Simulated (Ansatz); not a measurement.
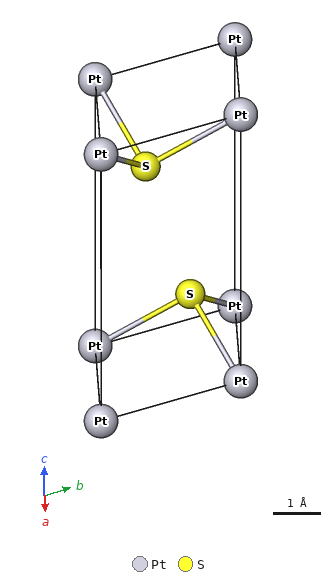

Phonons of crystalline PtS2, at the zone centre. A ball-and-stick model of the cell of the calculation, seen from a free direction.

Computed with DFT PBE, scalar-relativistic, plane waves, PAW (Ansatz 0.2.0). Set-up: plane-wave cutoff 420 eV; k-point mesh 12 × 12 × 4; occupations fixed; no spin polarisation.

Frequencies are those without the non-analytic (LO–TO) term.

Q: List the optical modes.

A: The calculation's cell holds 3 atoms, so there are 6 optical modes, in 4 levels. The optical modes span E_g + E_u + A₂u + A₁g. No level is unstable.

```csv
level,symmetry,frequency (cm⁻¹),activity
1,E_g,287,Raman-active
2,E_u,306,infrared-active
3,A₂u,317,infrared-active
4,A₁g,324,Raman-active
```

The displacement patterns (one member of each degenerate set):

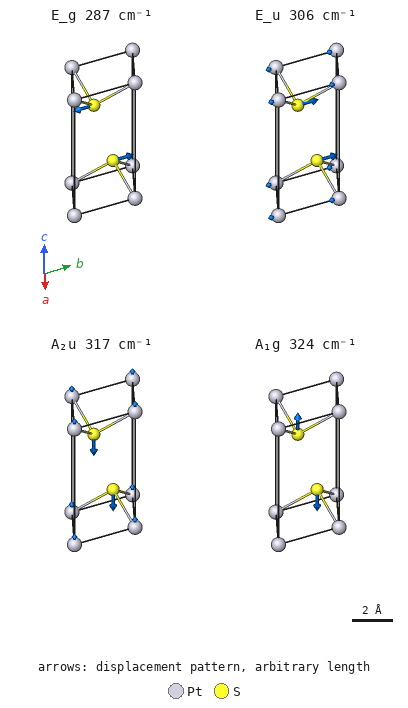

Limits of the set-up: layers or molecules are held without a dispersion correction, so their spacing is unreliable.
